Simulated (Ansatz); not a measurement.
# Energy of AlAu₂ along an even scaling of the cell

System: AlAu₂ (I4/mmm, 3 atoms in the cell).
Method: Kohn-Sham DFT of a periodic cell, PBEsol, all-electron LAPW, scalar-relativistic, no spin polarisation (Ansatz 0.2.0).

The 7 runs differ only in the geometry, by an even scaling of the cell at fixed fractional positions. The structure derives from a Materials Project entry.

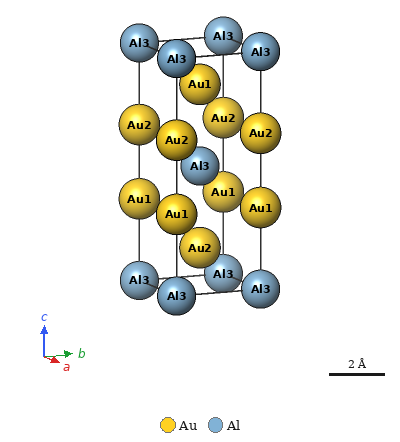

Figure 1. The structure of run 4 (spheres-only view of the cell 2 times as large as that of the calculation, set on its symmetry axes, seen slightly off an axis; atoms are numbered from 1 in the order of the input). An atom can appear more than once, as a periodic image.

**Input of run 4**
```yaml
crystal:
  lattice:
    - [-1.671514475, 1.671514475, 4.39907524]
    - [1.671514475, -1.671514475, 4.39907524]
    - [1.671514475, 1.671514475, -4.39907524]
  atoms:
    - { symbol: Au, position: [0.3437272, 0.3437272, 0.0] }
    - { symbol: Au, position: [0.6562728, 0.6562728, 0.0] }
    - { symbol: Al, position: [0.0, 0.0, 0.0] }
kpoints:
  mp_grid: { grid: [11, 11, 11] }
scf:
  occupations: { method: fermi_dirac, width: 0.05 }
hamiltonian:
  xc: pbesol
  pseudopotentials: { kind: all_electron, lapw: { basis_error: 0.001 } }
output:
  forces: true
  stress: true
  eigenvalues: true
```

Command:
```bash
ansatz run input.yaml --threads 2 --pin off --max-ram 8192MiB --backend cpu --events-out ev --progress --plain --runs-dir out
```

Run 6 differs from it as follows:
```diff
-    - [-1.671514475, 1.671514475, 4.39907524]
-    - [1.671514475, -1.671514475, 4.39907524]
-    - [1.671514475, 1.671514475, -4.39907524]
+    - [-1.693510609, 1.693510609, 4.4569644475]
+    - [1.693510609, -1.693510609, 4.4569644475]
+    - [1.693510609, 1.693510609, -4.4569644475]
```

**Results, with one run withheld**

```csv
run,volume per atom (Å³),"free energy per atom, from the lowest run given (meV)",pressure (GPa)
1,15.405,17.91,8.28
2,15.732,5.14,4.30
3,16.060,0.00,0.80
4,16.388,1.57,−2.26
5,16.716,9.01,−4.95
6,17.043,?,?
7,17.371,38.69,−9.35
```

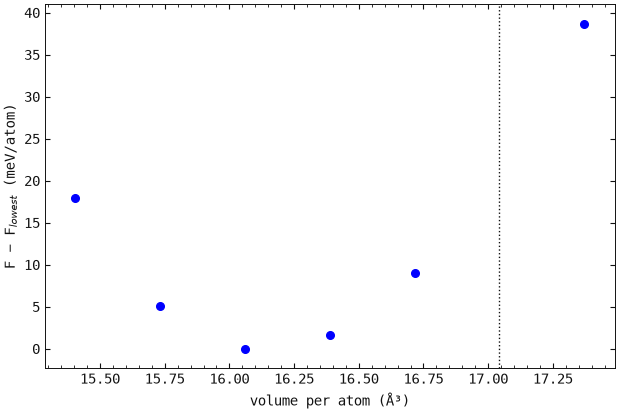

Figure 2. Free energy per atom of the runs given; the dotted line marks run 6.

Fit the runs given and predict run 6.

A cubic polynomial in V^(−2/3) (the Birch–Murnaghan form), fitted to the 6 runs given, misses them by at most 0.01 meV per atom. With x = V^(−2/3) − 0.15582 Å⁻², it reads F = 0.19364 − 1071.8 x + 7.1381e+05 x² + 3.4213e+06 x³ (meV per atom). At run 6 it gives 21.58 meV per atom, and the run itself gives 21.61. The slope of the fit gives a pressure −dF/dV of −7.30 GPa there, and the run prints −7.30 GPa. The fit has its minimum at 16.142 Å³ per atom, where V d²F/dV² gives 156 GPa. Cell shape and fractional positions are held, so this is the stiffness under even scaling; the relaxed bulk modulus wasn't computed.

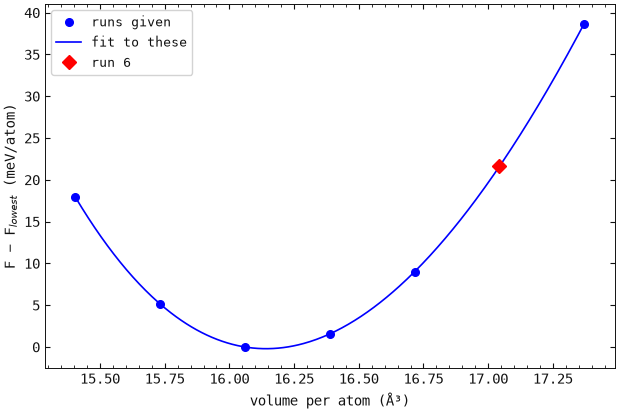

Figure 3. The fit and the withheld run.

**Output, shortened to warnings, some set-up lines, iterations and results (run 6)**
```
Basis set: ecut = 268.742644210798 eV, 511 PW (Γ), FFT grids on a1+a3, a2+a3, a3, exchange–correlation at level 2
Symmetry: 16 space group operations
k-points: 126 of 1331
Initial density: superposition of atomic densities (chi_scale 0.1, normalization cell, long waves kept (reshape's long-wave potential 0.01 eV rms))
[...]
SCF iter   1: F=—  HF=-1040762.247765 eV  |F-HF|=—  |Δ(HF+E_count)|=         —  Δρ=3.90e-2  dr2=1.13e0  ethr=1.16e-3  ⟨swp⟩=2.0  Hψ=46499  notcnv=0
SCF iter   2: F=—  HF=-1040761.125335 eV  |F-HF|=—  |Δ(HF+E_count)|=    1.12e0  Δρ=9.91e-3  dr2=6.64e-2  ethr=6.84e-5  ⟨swp⟩=2.0  Hψ=37561  notcnv=0  defer=1
SCF iter   3: F=—  HF=-1040760.955212 eV  |F-HF|=—  |Δ(HF+E_count)|=   1.70e-1  Δρ=1.02e-2  dr2=7.94e-2  ethr=6.84e-5  ⟨swp⟩=2.0  Hψ=22862  notcnv=0
SCF iter   4: F=—  HF=-1040760.938774 eV  |F-HF|=—  |Δ(HF+E_count)|=         —  Δρ=5.08e-3  dr2=2.35e-2  ethr=6.84e-5  ⟨swp⟩=2.0  Hψ=20369  notcnv=0
SCF iter   5: F=—  HF=-1040760.936055 eV  |F-HF|=—  |Δ(HF+E_count)|=   2.72e-3  Δρ=2.18e-3  dr2=5.09e-3  ethr=2.43e-5  ⟨swp⟩=2.0  Hψ=21529  notcnv=0
SCF iter   6: F=—  HF=-1040760.935653 eV  |F-HF|=—  |Δ(HF+E_count)|=   4.02e-4  Δρ=4.36e-4  dr2=1.11e-4  ethr=5.25e-6  ⟨swp⟩=2.0  Hψ=21703  notcnv=0
SCF iter   7: F=—  HF=-1040760.935623 eV  |F-HF|=—  |Δ(HF+E_count)|=   2.98e-5  Δρ=1.98e-4  dr2=1.93e-5  ethr=1.15e-7  ⟨swp⟩=2.0  Hψ=21628  notcnv=0
SCF iter   8: F=—  HF=-1040760.935623 eV  |F-HF|=—  |Δ(HF+E_count)|=   2.06e-7  Δρ=4.56e-5  dr2=1.65e-6  ethr=1.99e-8  ⟨swp⟩=2.0  Hψ=21621  notcnv=0
SCF iter   9: F=—  HF=-1040760.935623 eV  |F-HF|=—  |Δ(HF+E_count)|=   7.33e-7  Δρ=2.57e-5  dr2=5.23e-7  ethr=1.70e-9  ⟨swp⟩=2.0  Hψ=21621  notcnv=0
SCF iter  10: F=-1040760.935623 eV  HF=-1040760.935623 eV  |F-HF|=3.15e-8  |Δ(HF+E_count)|=   9.79e-8  Δρ=7.78e-6  dr2=3.48e-8  ethr=5.39e-10  ⟨swp⟩=2.0  Hψ=21621  notcnv=0
SCF 1 converged in 10 iterations: F = -1040760.935623 eV  dr2 = 3.48e-8
SCF converged after 10 iterations
Free energy (F): -1040760.935623 eV
Harris-Foulkes:  -1040760.935623 eV  (|F-HF|=3.15e-8)
Internal energy: -1040760.928617 eV  (E = F + TS)
E sigma→0 (E₀):  -1040760.932120 eV
Entropy (-TS):   -0.007006 eV (-2.335 meV/atom)
Fermi energy:    20.078892 eV
--- Per-component energies (eV) ---
  E_band       = -8567.841376
  E_kinetic    = 1185206.912120
  E_xc         = -20035.532827
  E_electrostatic = -2205932.307909  (all electrons and nuclei)
  E_smearing   = -0.007006  (= −TS)
  E_closure    = -0.000000  (closes the sum)
  E_atoms      = -1040747.999173  (free atoms, spherical and without spin; not in F)
  Σ components = -1040760.935623   (vs F -1040760.935623, Δ=0.00e0)
  Basis errors (estimates in eV, not in F): energy 2.0e-4 per atom: plane waves 1.6e-4 (8.3e-5 summed), levels above the bands 3.0e-118, relativity 8.4e-9, radial functions 3.6e-5, core shells 4.3e-8; eigenvalues (radial functions only) 3.9e-6; not estimated: angular momenta, meshes, grids; target …
--- Forces (eV/Å), atoms counted from 1 ---
  atom   1  Au     0.00000000    -0.00000000     0.00248531
  atom   2  Au     0.00000000     0.00000000    -0.00248531
  atom   3  Al     0.00000000    -0.00000000    -0.00000000
  max |Σ_I F_I| component: 6.94e-18 eV/Å
--- Stress (GPa, compression-positive) ---
       -7.027576      -0.000000       0.000000
       -0.000000      -7.027576       0.000000
        0.000000       0.000000      -7.849620
  P = ⅓ Tr σ = -7.3016 GPa (-73.016 kbar)
```

Notes: Spin–orbit coupling is left out, which matters for Au.
